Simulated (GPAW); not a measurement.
# ZnSe (Stilleite): optical spectrum from first principles

Aim: the dielectric function of ZnSe (Stilleite), and the optical constants that follow from it.

Main program and level: GPAW 26.7.0; DFT, LDA, plane-wave PAW (GPAW data sets), scalar-relativistic, RPA, optical limit.

### Step 1. The starting structure

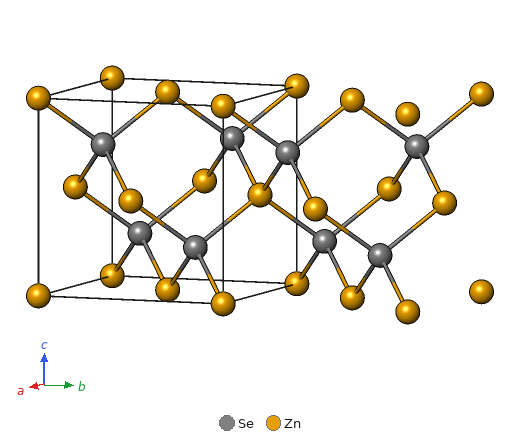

Start, viewed slightly off an axis; selenium grey, zinc orange. 1×2×1 cells are drawn. This picture shows the conventional cell, with its axes. Bonds to atoms that aren't drawn are left out. Some periodic images of atoms are drawn too.

Structure file:

```
Se Zn
1.0
     0.00000    2.83380    2.83380
     2.83380    0.00000    2.83380
     2.83380    2.83380    0.00000
Se Zn
1 1
Direct
  0.75000 0.75000 0.75000
  0.00000 0.00000 0.00000
```

### Step 2. Ground state

First the ground state: is it a metal or has it a gap?

This step: DFT, LDA, plane-wave PAW (GPAW data sets), scalar-relativistic, ground state (GPAW 26.7.0).

gs.py reads:

```python
from ase import Atoms
from ase.dft.bandgap import bandgap
from gpaw import GPAW, PW, FermiDirac

atoms = Atoms(['Se', 'Zn'],
              cell=[[0.000000000000, 2.833800000000, 2.833800000000],
                    [2.833800000000, 0.000000000000, 2.833800000000],
                    [2.833800000000, 2.833800000000, 0.000000000000]],
              scaled_positions=[[0.750000000000, 0.750000000000, 0.750000000000],
                                [0.000000000000, 0.000000000000, 0.000000000000]],
              pbc=[True, True, True])
atoms.calc = GPAW(mode=PW(500), xc='LDA', kpts={'size': (7, 7, 7), 'gamma': True},
                  occupations=FermiDirac(0.05), maxiter=150, txt='gs.txt')
print('energy (eV)', atoms.get_potential_energy())
print('Fermi level (eV)', atoms.calc.get_fermi_level())
print('valence electrons', atoms.calc.get_number_of_electrons())
print('gap (eV)', bandgap(atoms.calc, output=None)[0])
print('direct gap (eV)', bandgap(atoms.calc, direct=True, output=None)[0])
atoms.calc.write('gs.gpw')
```

Run with:

```sh
$ OMP_NUM_THREADS=1 python gs.py
```

Numbers of over 12 decimals in the logs are rounded to 6 here.

The program printed:

```text
__  _  _
 | _ |_)|_||  |
 |__||  | ||/\| - 26.7.0

Versions:
  Python: 3.12.14
  ASE:    3.29.0
  Numpy:  2.5.5
  Scipy:  1.18.1
  Libxc:  7.0.0

Input parameters:
  mode=PW(ecut=500.0),
  kpts=MonkhorstPack(size=(7, 7, 7), gamma=True),
  maxiter=150,
  occupations=Occupations(name='fermi-dirac', width=0.05, fixmagmom=False),
  xc=XC(name='LDA')

Diagonalizing LCAO Hamiltonian
Converting LCAO to pw mode

                    Se

       Zn

Atoms  # Å, Bohr magnetons
|   | symbol |        x |        y |        z |    initial magnetic moments |
| 0 |     Se | 4.250700 | 4.250700 | 4.250700 | ( 0.0000,  0.0000,  0.0000) |
| 1 |     Zn | 0.000000 | 0.000000 | 0.000000 | ( 0.0000,  0.0000,  0.0000) |

Unit cell  # Å
| periodic |        x |        y |        z |  lengths |    angles |
|      yes | 0.000000 | 2.833800 | 2.833800 | 4.007598 | 60.000000 |
|      yes | 2.833800 | 0.000000 | 2.833800 | 4.007598 | 60.000000 |
|      yes | 2.833800 | 2.833800 | 0.000000 | 4.007598 | 60.000000 |

Number of symmetries: 24
Symmetry operations  # r_c * U_cc + t_c -> r_c
|    | kind |            matrix            |
|  0 |  E   |  1, 0, 0,  0, 1, 0,  0, 0, 1 |
|  1 |  σ   |  1, 0, 0,  0, 0, 1,  0, 1, 0 |
|  2 |  σ   |  1, 0,-1,  0, 1,-1,  0, 0,-1 |
|  3 |  C3  |  1, 0,-1,  0, 0,-1,  0, 1,-1 |
|  4 |  C3  |  1,-1, 0,  0,-1, 1,  0,-1, 0 |
|  5 |  σ   |  1,-1, 0,  0,-1, 0,  0,-1, 1 |
|  6 |  σ   |  0, 1, 0,  1, 0, 0,  0, 0, 1 |
|  7 |  C3  |  0, 1, 0,  0, 0, 1,  1, 0, 0 |
|  8 |  C2  |  0, 1,-1,  1, 0,-1,  0, 0,-1 |
|  9 |  S4  |  0, 1,-1,  0, 0,-1,  1, 0,-1 |
| 10 |  C3  |  0, 0, 1,  1, 0, 0,  0, 1, 0 |
| 11 |  σ   |  0, 0, 1,  0, 1, 0,  1, 0, 0 |
| 12 |  S4  |  0, 0,-1,  1, 0,-1,  0, 1,-1 |
| 13 |  C3  |  0, 0,-1,  0, 1,-1,  1, 0,-1 |
| 14 |  S4  |  0,-1, 1,  1,-1, 0,  0,-1, 0 |
| 15 |  C2  |  0,-1, 1,  0,-1, 0,  1,-1, 0 |
| 16 |  C3  |  0,-1, 0,  1,-1, 0,  0,-1, 1 |
| 17 |  S4  |  0,-1, 0,  0,-1, 1,  1,-1, 0 |
| 18 |  S4  | -1, 1, 0, -1, 0, 1, -1, 0, 0 |
| 19 |  C3  | -1, 1, 0, -1, 0, 0, -1, 0, 1 |
| 20 |  C3  | -1, 0, 1, -1, 1, 0, -1, 0, 0 |
| 21 |  S4  | -1, 0, 1, -1, 0, 0, -1, 1, 0 |
| 22 |  σ   | -1, 0, 0, -1, 1, 0, -1, 0, 1 |
| 23 |  C2  | -1, 0, 0, -1, 0, 1, -1, 1, 0 |

BZ-sampling:
  Number of BZ points: 343
  Number of IBZ points: 20

  Monkhorst-Pack size: [7, 7, 7]
  Monkhorst-Pack shift: [0, 0, 0]

K-points  # in reciprocal-cell coordinates
|     |                                coordinates |     weight |
|   0 | (  0.00000000,   0.00000000,   0.00000000) | 0.00291545 |
|   1 | (  0.14285714,   0.14285714,   0.00000000) | 0.01749271 |
|   2 | (  0.14285714,   0.14285714,   0.14285714) | 0.02332362 |
|   3 | (  0.28571429,   0.14285714,   0.14285714) | 0.03498542 |
|   4 | (  0.28571429,   0.28571429,   0.00000000) | 0.01749271 |
|   5 | (  0.28571429,   0.28571429,   0.14285714) | 0.06997085 |
|   6 | (  0.28571429,   0.28571429,   0.28571429) | 0.02332362 |
|   7 | (  0.42857143,  -0.28571429,  -0.28571429) | 0.03498542 |
|   8 | (  0.42857143,   0.28571429,  -0.42857143) | 0.13994169 |
|   9 | (  0.42857143,   0.28571429,  -0.28571429) | 0.06997085 |
| ... |                                            |            |
|  19 | (  0.42857143,   0.42857143,   0.42857143) | 0.02332362 |

Plane wave coefficients: 1173
Cutoff: 500.0 eV

Spin-components: 1 (collinear spins)
Bands:           13
Projectors:      11
Spin-degeneracy: 2
Datatype:        complex128

Parallelization:
  kpt:    1
  domain: 1
  band:   1

Density:
  Valence electrons: 18.0
  Components: 1
  Grid points: [21 21 21]
  Charge: 0.0  # |e|

Potential:
  Grid points: [21 21 21]

species:
  Se:
    name:    Selenium
    id:
    Z:       34.0
    valence: 6
    core:    28
    charge:  0.0  # [|e|]
    compensation charges:
      type: gauss
      rc: 0.27  # [Å]
      lmax: 2
    cutoffs:
      filter: 1.77  # [Å]
      core: 2.67  # [Å]
    projectors
    | kind |    occ | energy [eV] | rcut [Å] |
    |   4s |  2.000 |     -17.472 |    0.847 |
    |   4p |  4.000 |      -6.656 |    1.005 |
    |    s |        |       9.739 |    0.847 |
    |    p |        |      20.555 |    1.005 |
    |    d |        |       0.000 |    0.847 |

    Using partial waves for Se as LCAO basis

  Zn:
    name:    Zinc
    id:
    Z:       30.0
    valence: 12
    core:    18
    charge:  0.0  # [|e|]
    compensation charges:
      type: gauss
      rc: 0.37  # [Å]
      lmax: 2
    cutoffs:
      filter: 2.14  # [Å]
      core: 2.28  # [Å]
    projectors
    | kind |    occ | energy [eV] | rcut [Å] |
    |   4s |  2.000 |      -6.218 |    1.286 |
    |   4p |  0.000 |      -1.230 |    1.270 |
    |   3d | 10.000 |     -10.426 |    1.180 |
    |    s |        |      20.994 |    1.286 |
    |    p |        |      25.981 |    1.270 |
    |    d |        |      16.786 |    1.180 |

    Using partial waves for Zn as LCAO basis

Reference energy: -114805.075344  # eV

eigensolver:
  PPCG
  Converge bands: occupied
  niter=2

density mixing:
  MSR1-Mixer
  Pratt-step length: 0.05
  Maximum mixing coefficient: 0.75
  Old densities: 10
  SVD Regularization: 0.005
  Good broyden scale: 1.0
  Trust region scale: 1.0
  Backstep threshold: 4.0
  History deletion threshold: 6.0
  Fourier metric: weight=20.0, sigma=0.015

occupation numbers:
  Fermi-Dirac:
    width: 0.0500  # eV

poisson solver:
  ecut: 4000.0  # eV

xc functional:
  name: None

convergence criteria:
- Maximum [total energy] change in last 3 cyles: 0.0005 eV / valence electron
- Maximum integral of absolute [dens]ity change: 0.0001 electrons / valence electron
- Maximum integral of absolute [eigenst]ate change: 4e-08 eV^2 / valence electron
maximum number of iterations: 150

SCF iterations
|iter     |      energy | eigst |  dens |
|iter:   1||   -7.683267 | +0.36 |       |
|iter:   2||   -7.632045 | -1.18 | -1.26 |
|iter:   3||   -7.441612 | -1.39 | -1.31 |
|iter:   4||   -7.437660 | -2.45 | -1.86 |
|iter:   5||   -7.437785c| -4.04 | -2.37 |
|iter:   6||   -7.437759c| -4.49 | -3.16 |
|iter:   7||   -7.437766c| -5.62 | -3.55 |
|iter:   8||   -7.437766c| -6.99 | -4.21c|
|iter:   9||   -7.437766c| -8.05c| -5.19c|

Converged in 9 steps
SCF loop duration: 5.222 s (0.580 s/step)
Energy contributions relative to reference atoms: (reference = -114805.075344)

Energy contributions:
  Kinetic:           9.844333
  Coulomb:          -8.412354
  Zero:             -0.040242
  External:          0.000000
  Xc:               -8.829504
  Entropy:          -0.000000
  Spinorbit:         0.000000
  ----------------------------
  Free energy:      -7.437766
  Extrapolated:     -7.437766

dipole moment: (-7.137800, -7.137800, -7.137800)  # |e|*Ang

Fermi level: 4.105
Eigenvalues  # (at kpt = [0.000, 0.000, 0.000])
| band index |      eig [eV] | occ [0-2] |
|          0 |        -9.756 |     2.000 |
|          1 |        -3.075 |     2.000 |
|          2 |        -3.075 |     2.000 |
|          3 |        -3.075 |     2.000 |
|          4 |        -2.716 |     2.000 |
|          5 |        -2.716 |     2.000 |
|          6 |         3.552 |     2.000 |
|          7 |         3.552 |     2.000 |
|          8 |         3.552 |     2.000 |
|          9 |         4.596 |     0.000 |
|         10 |         9.269 |     0.000 |
|         11 |         9.269 |     0.000 |
|         12 |         9.269 |     0.000 |

Gap: 1.044 eV
Transition (v -> c):
  (s=0, k=0, n=8, [0.00, 0.00, 0.00]) -> (s=0, k=0, n=9, [0.00, 0.00, 0.00])
No difference between direct/indirect transitions

--- standard output ---
energy (eV) -7.437766
Fermi level (eV) 4.104614
valence electrons 18.0
gap (eV) 1.044386
direct gap (eV) 1.044386
```

The job ended after 6.5 s (1 thread of Arm Neoverse V2, shared host; peak memory 0.13 GiB).

Read-outs, printed or worked out from the files:

| Property | Result |
| --- | --- |
| energy | -7.438 eV |
| Fermi energy | 4.105 eV |
| gap on the k-mesh | 1.044 eV |
| direct gap on the mesh | 1.044 eV |
| electrons | 18 |

There is a gap, 1.04 eV on this mesh (points off the mesh can give less), so no carriers' term is needed.

### Step 3. Bands for the response

At the fixed density, many empty bands are solved on the mesh of the response, since the spectrum sums over them.

This step: DFT, LDA, plane-wave PAW (GPAW data sets), scalar-relativistic, bands at fixed density (GPAW 26.7.0).

nscf.py reads:

```python
from ase.dft.bandgap import bandgap
from gpaw import GPAW, FermiDirac

calc = GPAW('gs.gpw').fixed_density(kpts={'size': (11, 11, 11), 'gamma': True}, nbands=38, convergence={'bands': 32},
                                    occupations=FermiDirac(0.001), txt='nscf.txt')
print('gap (eV)', bandgap(calc, output=None)[0])
print('direct gap (eV)', bandgap(calc, direct=True, output=None)[0])
print('top band over the Fermi level (eV)', min(calc.get_eigenvalues(kpt=k)[31] for k in range(len(calc.get_ibz_k_points()))) - calc.get_fermi_level())
calc.write('full.gpw', mode='all')
```

Run with:

```sh
$ OMP_NUM_THREADS=1 python nscf.py
```

The program printed:

```text
Diagonalizing LCAO Hamiltonian
Converting LCAO to pw mode
convergence criteria:
- Maximum integral of absolute [eigenst]ate change: 4e-08 eV^2 / valence electron
maximum number of iterations: 150

SCF iterations
|iter     |      energy | eigst |  dens |
|iter:   1||             | +3.41 |       |
|iter:   2||             | +2.12 |       |
|iter:   3||             | +0.66 |       |
|iter:   4||             | -0.08 |       |
|iter:   5||             | -0.52 |       |
|iter:   6||             | -1.11 |       |
|iter:   7||             | -1.79 |       |
|iter:   8||             | -2.30 |       |
|iter:   9||             | -2.97 |       |
|iter:  10||             | -3.66 |       |
|iter:  11||             | -4.34 |       |
|iter:  12||             | -4.97 |       |
|iter:  13||             | -5.55 |       |
|iter:  14||             | -6.00 |       |
|iter:  15||             | -6.06 |       |
|iter:  16||             | -5.67 |       |
|iter:  17||             | -5.38 |       |
|iter:  18||             | -5.34 |       |
|iter:  19||             | -5.82 |       |
|iter:  20||             | -6.22 |       |
|iter:  21||             | -6.77 |       |
|iter:  22||             | -7.30 |       |
|iter:  23||             | -7.73c|       |
SCF steps: 23
  __  _  _
 | _ |_)|_||  |
 |__||  | ||/\| - 26.7.0

Versions:
  Python: 3.12.14
  ASE:    3.29.0
  Numpy:  2.5.5
  Scipy:  1.18.1
  Libxc:  7.0.0

Input parameters:
  mode=PW(ecut=500.0),
  convergence={'bands': 32},
  gpts=array([21, 21, 21]),
  kpts=MonkhorstPack(size=(11, 11, 11), gamma=True),
  maxiter=150,
  nbands=38,
  occupations=Occupations(name='fermi-dirac', width=0.001, fixmagmom=False),
  parallel={},
  xc=XC(name='LDA')

--- standard output ---
gap (eV) 1.044386
direct gap (eV) 1.044386
top band over the Fermi level (eV) 29.326290
```

Wall time 81 s (1 thread); peak memory 0.19 GiB.

### Step 4. Dielectric function, RPA

Transitions between filled and empty bands, summed over the zone, give the optical response, so mesh, band count and broadening shape it.

The induced potential is part of this response.

This step: DFT, LDA, plane-wave PAW (GPAW data sets), scalar-relativistic, RPA, optical limit (GPAW 26.7.0).

df.py reads:

```python
from gpaw.response.df import DielectricFunction

df = DielectricFunction('full.gpw', frequencies={'type': 'nonlinear', 'domega0': 0.03, 'omega2': 8},
                        ecut=50,
                        eta=0.15,
                        nbands=32,
                        txt='df.txt')
for direction in ['x']:
    df.get_dielectric_function(xc='RPA', direction=direction, filename=f'df_{direction}.csv')
```

Run with:

```sh
$ OMP_NUM_THREADS=1 python df.py
```

The program printed:

```text
Using integrator: PointIntegrator
NonLinearFrequencyDescriptor(from 0.000 to 49.462 eV, 464 points)
Nonperiodic BCs:  [False False False]
Using integrator: PointIntegrator
NonLinearFrequencyDescriptor(from 0.000 to 49.462 eV, 464 points)
Nonperiodic BCs:  [False False False]

Calculating chi0 body with:
    Ground state adapter containing:
    Number of spins: 1
    Number of kpoints: 1331
    Number of irreducible kpoints: 56
    Number of completely occupied states: 9
    Number of partially occupied states: 9

    Linear response parametrization:
    q_c: [0.0, 0.0, 0.0]
    Number of frequency points: 464
    Planewave cutoff: 50.0
    Number of bands: 32
    Number of planewaves: 27
    Broadening (eta): 0.15

Integrating chi0 body.

Symmetries of q_c:
    Direct symmetries (Uq -> q): 24
    Indirect symmetries (TUq -> q): 24
In total 48 allowed symmetries.

56 groups of equivalent kpoints. 95.792637% reduction.

Integral kind: spectral function

Calculating chi0 optical extensions with:
    Ground state adapter containing:
    Number of spins: 1
    Number of kpoints: 1331
    Number of irreducible kpoints: 56
    Number of completely occupied states: 9
    Number of partially occupied states: 9

    Linear response parametrization:
    Number of frequency points: 464
    Planewave cutoff: 50.0
    Number of bands: 32
    Number of planewaves: 27
    Broadening (eta): 0.15
Integrating chi0 head and wings.

Symmetries of q_c:
    Direct symmetries (Uq -> q): 24
    Indirect symmetries (TUq -> q): 24
In total 48 allowed symmetries.

56 groups of equivalent kpoints. 95.792637% reduction.

Integral kind: spectral function wings
```

Wall time 7.5 s (1 thread); peak memory 0.23 GiB.

Read-outs, printed or worked out from the files:

```
electronic dielectric constant ε∞, mean over x, y and z (by symmetry where fewer were run) : 7.709
```

Some rows of df_x.csv (energy; Re and Im without local fields; Re and Im with them):

```text
0.000000, 8.446704, -0.000000, 7.709213, 0.000000
0.429336, 8.612802, 0.137651, 7.871246, 0.135043
0.878195, 9.316102, 0.906054, 8.563547, 0.908508
1.347938, 8.458407, 0.699345, 7.647671, 0.691492
1.840057, 9.392416, 2.759475, 8.535592, 2.751734
2.356191, 9.687518, 2.209097, 8.692883, 2.158577
2.898142, 10.858198, 3.428185, 9.669454, 3.253258
3.467895, 8.972691, 5.065569, 7.653505, 4.732869
4.067647, 6.025180, 6.471676, 4.740616, 6.098151
4.699832, 8.423375, 8.842445, 6.559306, 7.432713
5.367152, 3.289005, 12.762057, 3.048146, 10.193225
6.072622, -3.262572, 8.125778, -2.795798, 7.312223
6.819608, 0.997193, 8.036539, 1.111638, 5.268596
7.611886, -3.458009, 5.962994, -1.857960, 5.505941
8.453705, -2.823055, 3.523779, -1.826480, 3.475401
9.349861, -1.738712, 2.651254, -1.079335, 2.456220
10.305790, -1.761517, 1.910254, -1.141248, 2.034072
11.327680, -1.095741, 1.293565, -0.738997, 1.367445
12.422601, -0.827636, 0.906063, -0.611811, 1.038356
13.598673, -0.511657, 0.722782, -0.356076, 0.770609
```

The Im ε, E ∥ x has structure finer than the step of the table below, so its rows give means over 1 eV, whole bins alone (the curve runs from 0 to 14.0 eV). Peaks (eV: height): 3.2: 7.57, 3.8: 8.36, 5.2: 11.3, 7.4: 6.25.

Sum at mesh points, not converged in k; values under the direct gap are tails of Lorentzian lines. Im ε, E ∥ x against photon energy; means over each step:

| photon energy (eV) | Im ε, E ∥ x |
| --- | --- |
| 1 | 0.865 |
| 2 | 1.89 |
| 3 | 4.48 |
| 4 | 6.35 |
| 5 | 8.72 |
| 6 | 7.89 |
| 7 | 5.44 |
| 8 | 4.42 |
| 9 | 2.75 |
| 10 | 2.05 |
| 11 | 1.51 |
| 12 | 1.28 |
| 13 | 0.910 |

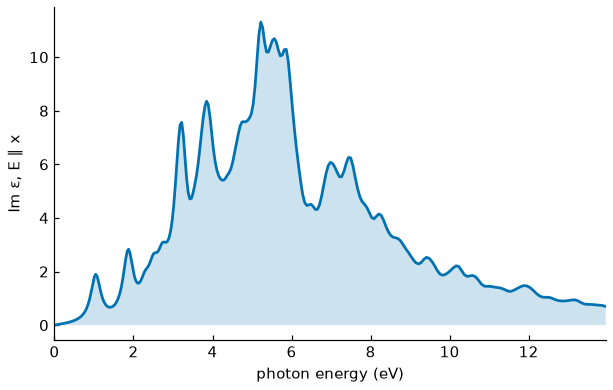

Im ε, E ∥ x against photon energy.

The reflectivity at normal incidence, E ∥ x has structure finer than the step of the table below, so its rows give means over 1 eV, whole bins alone (the curve runs from 0 to 14.0 eV). Peaks (eV: height): 3.8: 32.9, 6.0: 47.4, 7.6: 41.6, 9.0: 41.6, 9.7: 39.8, 10.8: 38.5, 12.3: 36.5.

Sum at mesh points, not converged in k. Table of reflectivity at normal incidence, E ∥ x by photon energy; means over each step:

| photon energy (eV) | reflectivity at normal incidence, E ∥ x (%) |
| --- | --- |
| 1 | 22.9 |
| 2 | 24.5 |
| 3 | 28.4 |
| 4 | 28.9 |
| 5 | 33.9 |
| 6 | 41.8 |
| 7 | 31.7 |
| 8 | 40.0 |
| 9 | 39.2 |
| 10 | 35.4 |
| 11 | 35.1 |
| 12 | 32.0 |
| 13 | 31.8 |

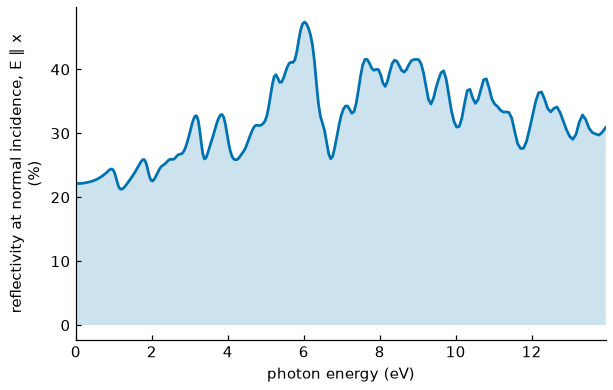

Reflectivity at normal incidence, E ∥ x against photon energy.

Sum at mesh points, not converged in k; values under the direct gap are tails of Lorentzian lines. Table of loss function −Im 1/ε at q → 0, E ∥ x by energy loss; read off at these points:

| energy loss (eV) | loss function −Im 1/ε at q → 0, E ∥ x |
| --- | --- |
| 0.0 | 0 |
| 1.0 | 0.0244 |
| 2.0 | 0.0332 |
| 3.0 | 0.0330 |
| 4.0 | 0.0996 |
| 5.0 | 0.0756 |
| 6.0 | 0.108 |
| 7.0 | 0.164 |
| 8.0 | 0.210 |
| 9.0 | 0.272 |
| 10.0 | 0.431 |
| 11.0 | 0.517 |
| 11.6 | 0.663 |
| 12.0 | 0.561 |
| 13.0 | 0.910 |

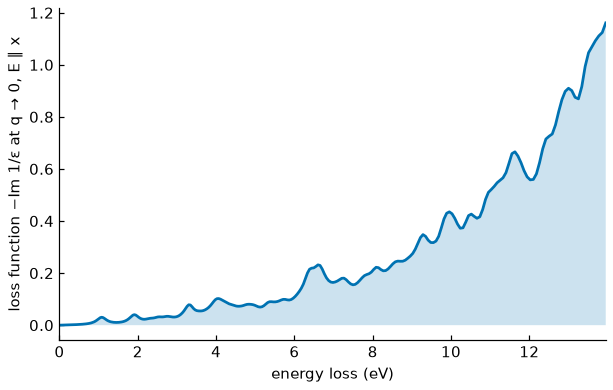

Loss function −Im 1/ε at q → 0, E ∥ x, plotted against energy loss.

The Im ε, E ∥ x has structure finer than the step of the table below, so its rows give means over 0.5 eV, whole bins alone (the curve runs from 0 to 14.0 eV). Peaks (eV: height): without local fields 3.22: 7.90, 3.85: 8.98, 5.22: 14.4, 6.93: 8.63; with local fields 3.22: 7.57, 3.85: 8.36, 5.22: 11.3, 7.44: 6.25.

Sum at mesh points, not converged in k; values under the direct gap are tails of Lorentzian lines. Im ε, E ∥ x against photon energy; means over each step:

| photon energy (eV) | without local fields | with local fields |
| --- | --- | --- |
| 0.5 | 0.202 | 0.199 |
| 1.0 | 1.22 | 1.23 |
| 1.5 | 0.945 | 0.933 |
| 2.0 | 2.10 | 2.08 |
| 2.5 | 2.61 | 2.53 |
| 3.0 | 5.09 | 4.82 |
| 3.5 | 6.16 | 5.75 |
| 4.0 | 7.35 | 6.87 |
| 4.5 | 7.21 | 6.25 |
| 5.0 | 11.1 | 8.74 |
| 5.5 | 12.9 | 10.5 |
| 6.0 | 9.43 | 8.25 |
| 6.5 | 6.03 | 4.53 |
| 7.0 | 7.92 | 5.68 |
| 7.5 | 6.71 | 5.69 |
| 8.0 | 4.70 | 4.25 |
| 8.5 | 3.56 | 3.50 |
| 9.0 | 2.62 | 2.65 |
| 9.5 | 2.38 | 2.32 |
| 10.0 | 2.18 | 2.03 |
| 10.5 | 1.76 | 1.86 |
| 11.0 | 1.38 | 1.46 |
| 11.5 | 1.29 | 1.32 |
| 12.0 | 1.20 | 1.36 |
| 12.5 | 0.886 | 1.02 |
| 13.0 | 0.851 | 0.919 |
| 13.5 | 0.733 | 0.793 |

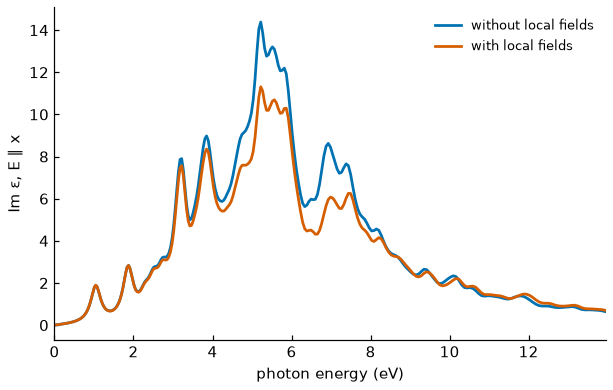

Im ε, E ∥ x against photon energy.

Optical constants at common wavelengths, from n + ik = √ε:

| wavelength (nm) | n | k | R (%) | 1/α |
| --- | --- | --- | --- | --- |
| 1550 | 2.90 | 0.101 | 23.8 | 1.2 µm |
| 800 | 2.90 | 0.140 | 23.9 | 454 nm |
| 532 | 2.96 | 0.356 | 25.1 | 119 nm |
| 450 | 3.05 | 0.508 | 26.7 | 70 nm |
| 405 | 3.36 | 0.786 | 31.5 | 41 nm |
| 248 | 2.89 | 1.385 | 32.2 | 14 nm |
| 193 | 1.39 | 1.616 | 33.2 | 9.5 nm |

Below the direct gap, k and the depth come from the tails of the Lorentzian lines, not from transitions.

Rows near the edge hang on the gap, which this functional as a rule makes too small, and phonon-assisted absorption is left out.

### Step 5. Summary of results

| Item | Value |
| --- | --- |
| electronic dielectric constant ε∞, mean over x, y and z (by symmetry where fewer were run) (RPA) | 7.71 |

What this shows: At this level (LDA, RPA) ZnSe has ε∞ = 7.71 and n = 2.90 at 1550 nm. On the mesh the gap is 1.04 eV and the least direct gap 1.04 eV. Local fields change the static value along x from 8.45 to 7.71 (-9 %). Excitons and phonon-assisted transitions are missing; LDA gaps are as a rule too small, which pulls the onset down and ε∞ up. In this version of GPAW the matrix elements of the optical limit are incomplete, which can lower ε − 1 by up to a tenth where first-row anions or d states rule, and shift it by more in d metals. The sum runs over mesh points 0.17 Å⁻¹ apart with no interpolation, so peaks are partly noise of the mesh; over so small a direct gap single mesh points weigh heavily, so ε∞, n and their changes from run to run can be far off.

[Machine, clock and banner lines and Python warnings are left out of the logs.]

[Logs are printed without paths, hosts, clocks, repeated set-up lines and the standing remarks that a program may print on its own settings, such as how far it seeks lower states.]

[Hosts, paths, dates, database ids (printed as entryN), source tags and the programs' standing remarks are cut or masked in the printed files.]
